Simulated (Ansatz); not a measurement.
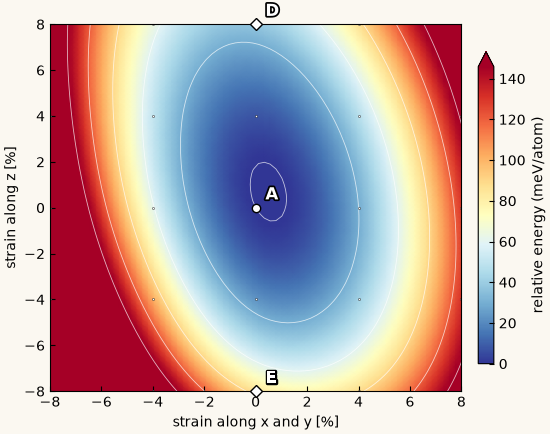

P (Imma, No. 74; 2 atoms in the cell). The cell is strained homogeneously, by one strain along x and y and another along z, with fractional coordinates fixed (x along [1 0 0], z along [0 0 1] of the conventional cell). The first coordinate is: strain along x and y; the second: strain along z. The grid has 5 × 5 points. Points are written as (first, second). Energies: meV/atom, counted from the lowest grid point. The reference cell is the one listed in the database, not relaxed at this level. Theory: DFT r2SCAN, scalar-relativistic, plane waves, PAW in Ansatz 0.2.0. Settings: cutoff 500 eV, k-mesh 18×18×18, gaussian smearing 0.15 eV, no spin polarisation.

The picture shows a smooth colour map with a few white contour lines, dots at the grid points, one colour for all values above the top of the scale, lettered points. Between grid points the surface is interpolated.

> Is D the lowest point of the computed grid?

No. D lies 38 meV/atom above the lowest grid point, which is at (0 %, 0 %).

> Rank the lettered points by energy, lowest first.

A (0 meV/atom), D (38 meV/atom), E (86 meV/atom).
